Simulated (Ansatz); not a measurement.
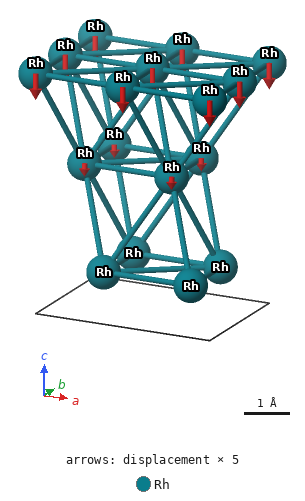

A constrained relaxation of a slab of composition Rh (cut from the Fm-3m phase). The starting structure is drawn; red arrows show the displacements, 5 times their true length.

A ball-and-stick model of the cell of the calculation, outlined in the plane, without the vacuum, seen slightly off an axis.

Case: clean slab, lower planes held. The slab is the (1 1 1) face of Rh. 4 atoms are held fixed.

Theory: DFT PBE, scalar-relativistic, plane waves, PAW (Ansatz). (plane-wave cutoff 420 eV; k-point mesh 4 × 4 × 1; occupations gaussian; smearing width 0.1 eV; no spin polarisation; dipole correction; atoms relaxed in a fixed cell; force threshold 0.03 eV/Å; at most 70 steps)

**What happened in the run?**

Over 2 accepted moves (3 points after the start) the energy falls by 0.108 eV per cell of the calculation. Largest force component: 0.44 eV/Å at the start, 0.013 eV/Å at the end. 1 step only repeated the SCF at the same geometry. The largest moves, 0.12 Å, are those of Rh atoms. The lattice vectors keep their values. Among the contacts that change: Rh–Rh 2.708 → 2.659 Å.
